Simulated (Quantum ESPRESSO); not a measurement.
# MgO (Periclase): how pressure shifts the optical phonon

By how much does an optical zone-centre mode of MgO (Periclase) shift under hydrostatic pressure?

Calculated with Quantum ESPRESSO 7.5; DFT PBEsol, scalar-relativistic, plane waves, PseudoDojo norm-conserving pseudopotentials.

The database entry behind the starting cell differs from later determinations by our own check (about 0.1 % long), so it need not match the best structure at ambient conditions.

**1. Set-up**

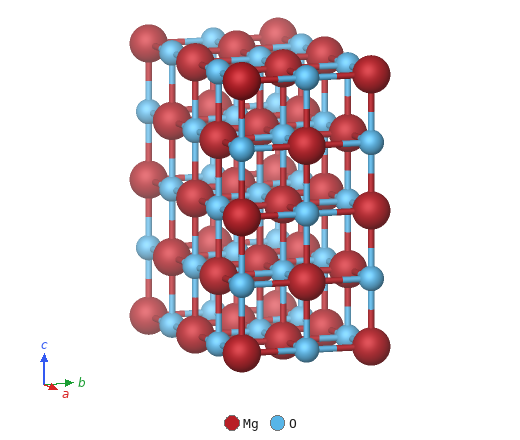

Start, viewed slightly off an axis; magnesium red, oxygen blue. 2×1×2 cells are drawn. This picture shows the conventional cell, with its axes. Some periodic images of atoms are drawn too.

This is the cell after its relaxation at this level of theory, not the database cell from which that began.

**2. Runs at several volumes**

The relaxed cell is scaled uniformly; in this structure symmetry fixes all atoms, so nothing has to be relaxed anew. Each volume gets a ground state and a response at Γ. The mode followed is the highest one without the macroscopic field, of symmetry T1u; longitudinal polar modes lie higher. Cutoff 92 Ry, k mesh 12×12×12.

From the response at V/V₀ = 0.94:

The program printed:

```text
[banners, grids, parts of the stress and lines that vanish by symmetry left out]
Program PHONON v.7.5
     Reading xml data from directory:

[...]
Exchange-correlation= PBESOL
                           (   1   4  10   8   0   0   0)
[...]
kinetic-energy cut-off    =      92.0000  Ry
     charge density cut-off    =     368.0000  Ry
     convergence threshold     =      1.0E-18
[...]
Exchange-correlation= PBESOL
                           (   1   4  10   8   0   0   0)
[...]
q = (   0.0000000   0.0000000   0.0000000 )
     49 Sym.Ops. (with q -> -q+G )
     G cutoff =  283.6252  (  14163 G-vectors)     FFT grid: ( 36, 36, 36)
     number of k points=    72
[...]
Mode symmetry, O_h (m-3m)  point group:
[...]
Dielectric constant
[...]
End of electric fields calculation
          Dielectric constant in cartesian axis
          (       3.164871089      -0.000000000      -0.000000000 )
          (      -0.000000000       3.164871089       0.000000000 )
          (      -0.000000000       0.000000000       3.164871089 )
          Effective charges (d Force / dE) in cartesian axis without acoustic sum rule applied (asr)
           atom    1  Mg    Mean Z*:        1.96045
      Ex  (        1.96045        0.00000        0.00000 )
      Ey  (        0.00000        1.96045       -0.00000 )
      Ez  (        0.00000        0.00000        1.96045 )
           atom    2  O     Mean Z*:       -1.96013
      Ex  (       -1.96013        0.00000        0.00000 )
      Ey  (        0.00000       -1.96013       -0.00000 )
      Ez  (        0.00000       -0.00000       -1.96013 )
          Effective charges Sum: Mean:        0.00032
[...]
Effective charges (d Force / dE) in cartesian axis with asr applied:
           atom    1  Mg    Mean Z*:        1.96029
[...]
atom    2  O     Mean Z*:       -1.96029
[...]
Representation #   1 modes #   1   2   3
[...]
End of self-consistent calculation
     Convergence has been achieved
     Representation #   2 modes #   4   5   6
[...]
End of self-consistent calculation
     Convergence has been achieved
[...]
Dielectric constant in cartesian axis
          (       3.164871089      -0.000000000      -0.000000000 )
          (      -0.000000000       3.164871089       0.000000000 )
          (      -0.000000000       0.000000000       3.164871089 )
          Effective charges (d Force / dE) in cartesian axis without acoustic sum rule applied (asr)
           atom    1  Mg    Mean Z*:        1.96045
      Ex  (        1.96045        0.00000        0.00000 )
      Ey  (        0.00000        1.96045       -0.00000 )
      Ez  (        0.00000        0.00000        1.96045 )
           atom    2  O     Mean Z*:       -1.96013
      Ex  (       -1.96013        0.00000        0.00000 )
      Ey  (        0.00000       -1.96013       -0.00000 )
      Ez  (        0.00000       -0.00000       -1.96013 )
          Effective charges Sum: Mean:        0.00032
[...]
Effective charges (d Force / dE) in cartesian axis with asr applied:
           atom    1  Mg    Mean Z*:        1.96029
[...]
atom    2  O     Mean Z*:       -1.96029
[...]
q = (    0.000000000   0.000000000   0.000000000 )
[...]
freq (    1) =      -0.744678 [THz] =     -24.839777 [cm-1]
     freq (    2) =      -0.744678 [THz] =     -24.839777 [cm-1]
     freq (    3) =      -0.744678 [THz] =     -24.839777 [cm-1]
     freq (    4) =      13.293798 [THz] =     443.433361 [cm-1]
     freq (    5) =      13.293798 [THz] =     443.433361 [cm-1]
     freq (    6) =      13.293798 [THz] =     443.433361 [cm-1]
[...]
Mode symmetry, O_h (m-3m)  point group:
     freq (   1-   3) =        -24.8  [cm-1]   --> T_1u G_15  G_4- I
     freq (   4-   6) =        443.4  [cm-1]   --> T_1u G_15  G_4- I

   JOB DONE.
```

One volume, V/V₀ = 0.97, is held back as a test.

| V/V₀ | volume (Å³/atom) | pressure (GPa) | ω (cm⁻¹) |
| --- | --- | --- | --- |
| 0.94 | 8.793 | 11.04 | 443.43 |
| 0.97 | 9.074 | 5.09 | held back |
| 1 | 9.354 | -0.01 | 385.21 |
| 1.03 | 9.635 | -4.39 | 357.81 |
| 1.06 | 9.916 | -8.15 | 331.29 |

**3. The fit**

The mode Grüneisen parameter is γ = −d ln ω / d ln V.

| ln(V/V₀) | ln ω |
| --- | --- |
| -0.0619 | 6.0945 |
| 0.0000 | 5.9538 |
| 0.0296 | 5.8800 |
| 0.0583 | 5.8030 |

A straight line through these points has the slope -2.413, so γ = 2.41; at V/V₀ = 0.97 it predicts ω = exp(5.9485 + 0.0735) = 412.40 cm⁻¹.

A parabola of pressure against ln V through V/V₀ = 0.97, 1 and 1.03 gives the bulk modulus B = −dP/d ln V = 158 GPa at V₀. With ω₀ from the fitted line the pressure coefficient follows as dω/dP = γ ω₀ / B = 2.41 × 383.2 / 158 = 5.87 cm⁻¹/GPa.

**4. The run that was held back**

The program printed:

```text
[banners, grids, parts of the stress and lines that vanish by symmetry left out]
[banner, memory and clock lines left out]
Program PHONON v.7.5

[...]
Exchange-correlation= PBESOL
                           (   1   4  10   8   0   0   0)
[...]
kinetic-energy cut-off    =      92.0000  Ry
     charge density cut-off    =     368.0000  Ry
     convergence threshold     =      1.0E-18
[...]
Exchange-correlation= PBESOL
                           (   1   4  10   8   0   0   0)
[...]
q = (   0.0000000   0.0000000   0.0000000 )
     49 Sym.Ops. (with q -> -q+G )
     G cutoff =  289.6281  (  14553 G-vectors)     FFT grid: ( 36, 36, 36)
     number of k points=    72
[...]
Mode symmetry, O_h (m-3m)  point group:
[...]
Dielectric constant
[...]
End of electric fields calculation
          Dielectric constant in cartesian axis
          (       3.198206174       0.000000000      -0.000000000 )
          (       0.000000000       3.198206174       0.000000000 )
          (       0.000000000       0.000000000       3.198206174 )
          Effective charges (d Force / dE) in cartesian axis without acoustic sum rule applied (asr)
           atom    1  Mg    Mean Z*:        1.97328
      Ex  (        1.97328        0.00000        0.00000 )
      Ey  (        0.00000        1.97328       -0.00000 )
      Ez  (        0.00000       -0.00000        1.97328 )
           atom    2  O     Mean Z*:       -1.97294
      Ex  (       -1.97294       -0.00000       -0.00000 )
      Ey  (       -0.00000       -1.97294        0.00000 )
      Ez  (       -0.00000       -0.00000       -1.97294 )
[...]
Representation #   1 modes #   1   2   3
[...]
End of self-consistent calculation
     Convergence has been achieved
     Representation #   2 modes #   4   5   6
[...]
End of self-consistent calculation
     Convergence has been achieved
[...]
Dielectric constant in cartesian axis
          (       3.198206174       0.000000000      -0.000000000 )
          (       0.000000000       3.198206174       0.000000000 )
          (       0.000000000       0.000000000       3.198206174 )
          Effective charges (d Force / dE) in cartesian axis without acoustic sum rule applied (asr)
           atom    1  Mg    Mean Z*:        1.97328
      Ex  (        1.97328        0.00000        0.00000 )
      Ey  (        0.00000        1.97328       -0.00000 )
      Ez  (        0.00000       -0.00000        1.97328 )
           atom    2  O     Mean Z*:       -1.97294
      Ex  (       -1.97294       -0.00000       -0.00000 )
      Ey  (       -0.00000       -1.97294        0.00000 )
      Ez  (       -0.00000       -0.00000       -1.97294 )
          Effective charges Sum: Mean:        0.00033
[...]
Effective charges (d Force / dE) in cartesian axis with asr applied:
           atom    1  Mg    Mean Z*:        1.97311
[...]
atom    2  O     Mean Z*:       -1.97311
[...]
q = (    0.000000000   0.000000000   0.000000000 )
[...]
freq (    1) =      -0.740561 [THz] =     -24.702465 [cm-1]
     freq (    2) =      -0.740561 [THz] =     -24.702465 [cm-1]
     freq (    3) =      -0.740561 [THz] =     -24.702465 [cm-1]
     freq (    4) =      12.402343 [THz] =     413.697625 [cm-1]
     freq (    5) =      12.402343 [THz] =     413.697625 [cm-1]
     freq (    6) =      12.402343 [THz] =     413.697625 [cm-1]
[...]
Mode symmetry, O_h (m-3m)  point group:
     freq (   1-   3) =        -24.7  [cm-1]   --> T_1u G_15  G_4- I
     freq (   4-   6) =        413.7  [cm-1]   --> T_1u G_15  G_4- I
```

It gives 413.70 cm⁻¹ against the predicted 412.40 cm⁻¹, a miss of 1 cm⁻¹.

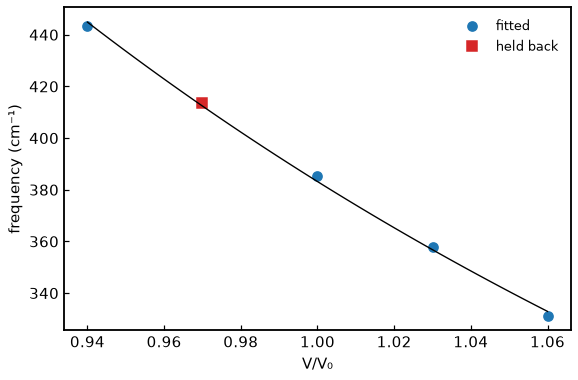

Frequency against volume, with the power-law fit.

**5. What came out**

| Quantity | Value |
| --- | --- |
| mode Grüneisen parameter | 2.413 |
| bulk modulus | 158 GPa |
| pressure coefficient | 5.87 cm⁻¹/GPa |

What this shows: The highest optical mode of MgO (Periclase) without the LO-TO term stiffens by 5.87 cm⁻¹ a GPa near the relaxed volume, with γ = 2.41. The power law meets all 5 runs within 0.53 %; between neighbouring volumes γ runs from 2.21 to 2.68. Such a coefficient turns a measured shift of this mode into a hydrostatic stress; uniaxial or biaxial stress splits the mode and needs deformation potentials. The acoustic modes of the response miss zero by 24 cm⁻¹, a numerical error that can touch the optical modes as well. These are harmonic values at zero temperature for the structure held cubic, which a run at Γ can't show to be stable; the bulk modulus rests on three points.

[Host names and launcher messages were left out of these logs when they were recorded.]

[Logs are printed without paths, hosts, clocks, repeated set-up lines and the standing remarks that a program may print on its own settings, such as how far it seeks lower states.]

[Hosts, paths, dates, database ids (printed as entryN), source tags and the programs' standing remarks are cut or masked in the printed files.]
